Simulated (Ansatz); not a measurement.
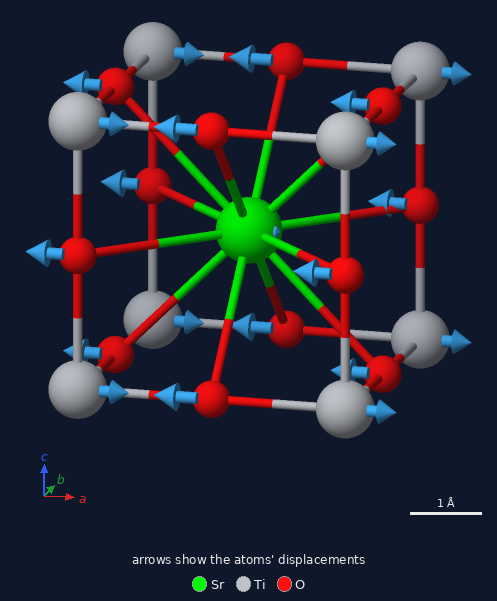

The lowest optical mode of solid SrTiO3 (a generated structure), space group Pm-3m (No. 221), at the zone centre. The blue arrows are the displacements of the atoms (eigenvector over the root of the mass), of arbitrary overall length and sign. Style: ball-and-stick. Shown: the cell of the calculation, slightly off an axis.

All numbers below come from Ansatz, DFT PBE, scalar-relativistic, plane waves, PAW.

The input:
```yaml
crystal:
  lattice:
    - [3.9364490185, 0.0, 0.0]
    - [0.0, 3.9364490185, 0.0]
    - [0.0, 0.0, 3.9364490185]
  atoms:
    - { symbol: Sr, position: [0.5, 0.5, 0.5] }
    - { symbol: Ti, position: [0.0, 0.0, 0.0] }
    - { symbol: O, position: [0.0, 0.0, 0.5] }
    - { symbol: O, position: [0.0, 0.5, 0.0] }
    - { symbol: O, position: [0.5, 0.0, 0.0] }
basis:
  ecutwfc: 420
kpoints:
  mp_grid: { grid: [8, 8, 8] }
hamiltonian:
  xc: pbe
scf:
  occupations: { method: fixed }
output:
  eigenvalues: true
phonons:
  method: dfpt
  dielectric: true
  rigid_motions: translations
  eigenvectors: true
  qmesh: [2, 2, 2]
  temperatures: { t_max: 1000, t_step: 100 }
  qpath:
    path:
      - [[0.0, 0.0, 0.0], [0.0, 0.5, 0.0], [0.5, 0.5, 0.0], [0.0, 0.0, 0.0], [0.5, 0.5, 0.5], [0.0, 0.5, 0.0]]
      - [[0.5, 0.5, 0.5], [0.5, 0.5, 0.0]]
    npoints: 8
```

Launched with:
```bash
ansatz run input.yaml --threads 1 --pin off --max-ram 2560MiB --backend cpu --events-out ev --progress --plain --runs-dir out
```

Frequencies are those without the non-analytic (LO–TO) term.

Question: Is the structure stable against all modes at this point?

Answer: No. This is the T₁u mode (triply degenerate; one member of the set is drawn) at 140i cm⁻¹, the lowest optical level, infrared-active by symmetry. All motion is along a; it stretches the shortest O–Ti bonds (1.97 Å); the kinetic energy is shared as O 64 %, Ti 33 %, Sr 3 %. The frequency is imaginary, so the structure is unstable against this distortion. Freezing in the drawn pattern lowers the space group from Pm-3m to P4mm (No. 99). Its infrared intensity is 230 (D/Å)²/amu for the set.
